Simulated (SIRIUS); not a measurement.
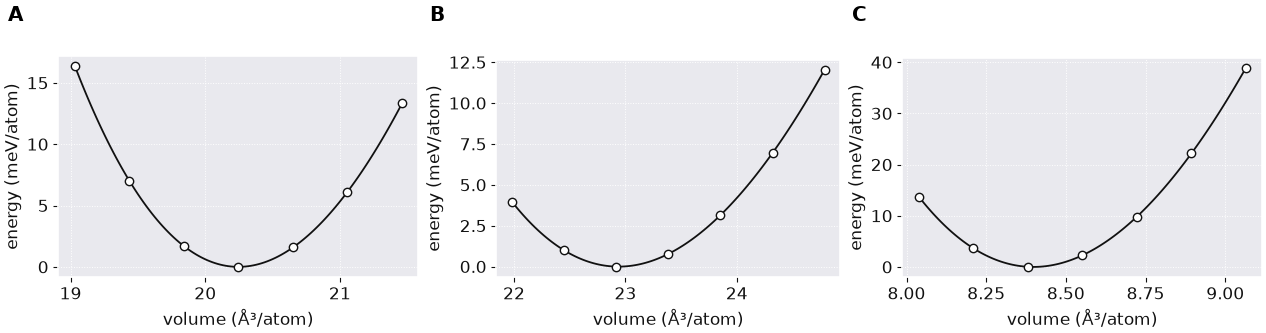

Each panel shows the energy against volume for one of these solids: MgSe, Fm-3m (No. 225); Na₂S, Fm-3m (No. 225); TiB₂, P6/mmm (No. 191).

How it was computed, with SIRIUS 7.10.0: plane-wave DFT, no spin polarisation; energies at scaled volumes of the given cell, shape and fractions fixed, counted from the fit's minimum, third-order Birch-Murnaghan fit. Level: PBEsol.

Q: Match the panels to the solids.

A: A is MgSe (energy from 0.01 meV/atom to 16.37 meV/atom, V0 20.25 Å³/atom, B0 64.7 GPa); B is Na₂S (energy from −0.03 meV/atom to 12.03 meV/atom, V0 22.94 Å³/atom, B0 29.6 GPa); C is TiB₂ (energy from 0.03 meV/atom to 38.90 meV/atom, V0 8.398 Å³/atom, B0 266 GPa).

For TiB₂, limits of the calculation: shape and atomic fractions are frozen while scaling, which makes layered, chain and framework solids too stiff.
